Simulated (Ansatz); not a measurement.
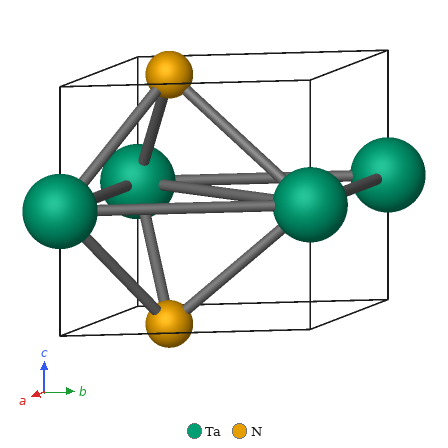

System: TaN, space group P-6m2 (No. 187). The picture shows the conventional cell.

The given structure:
```cif
data_structure
_symmetry_space_group_name_H-M 'P 1'
_symmetry_Int_Tables_number 1
_cell_length_a 2.9380
_cell_length_b 2.9380
_cell_length_c 2.8830
_cell_angle_alpha 90.000
_cell_angle_beta 90.000
_cell_angle_gamma 120.000
_cell_volume 21.55
loop_
_atom_site_label
_atom_site_type_symbol
_atom_site_fract_x
_atom_site_fract_y
_atom_site_fract_z
_atom_site_occupancy
Ta1 Ta 0.00000 0.00000 0.50000 1
N1 N 0.66667 0.33333 0.00000 1
```

How it was computed, with Ansatz 0.2.0: all-electron LAPW DFT, no spin polarisation; energies at scaled volumes of the given cell, shape and fractions fixed, counted from the fit's minimum, third-order Birch-Murnaghan fit. Level: LDA.

```json
{"setting": "k mesh", "value": "10×10×9"}
{"setting": "occupations", "value": "Fermi–Dirac"}
{"setting": "smearing width", "value": "0.05 eV"}
{"setting": "potentials", "value": "all electron LAPW, scalar relativistic"}
{"setting": "program settings", "value": "basis error eV/atom 0.001"}
```

Predict the energy and pressure against volume. The volume takes the values 10.13, 10.34, 10.56, 10.78, 10.99, 11.21, 11.42 Å³/atom.

A third-order Birch–Murnaghan fit gives V0 = 10.43 Å³/atom, B0 = 378 GPa and B′ = 4.3. The energy is 10.79 meV/atom at volume 10.13 Å³/atom and 94.90 meV/atom at 11.42 Å³/atom; the lowest computed point is at volume 10.34 Å³/atom (0.84 meV/atom). The pressure falls from 11.79 GPa at volume 10.13 Å³/atom to −28.27 GPa at 11.42 Å³/atom, and changes sign near 10.43 Å³/atom.

```csv
volume (Å³/atom),energy (meV/atom),pressure (GPa)
10.13,10.79,11.79
10.34,0.84,3.17
10.56,1.88,-4.57
10.78,12.78,-11.50
10.99,32.51,-17.72
11.21,60.16,-23.28
11.42,94.90,-28.27
```

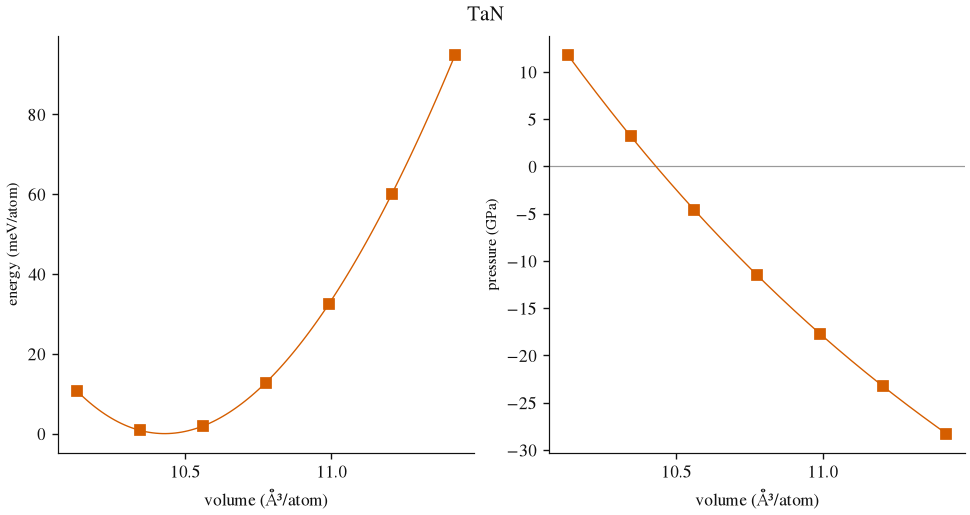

Limits of the calculation: shape and atomic fractions are frozen while scaling, which makes layered, chain and framework solids too stiff.
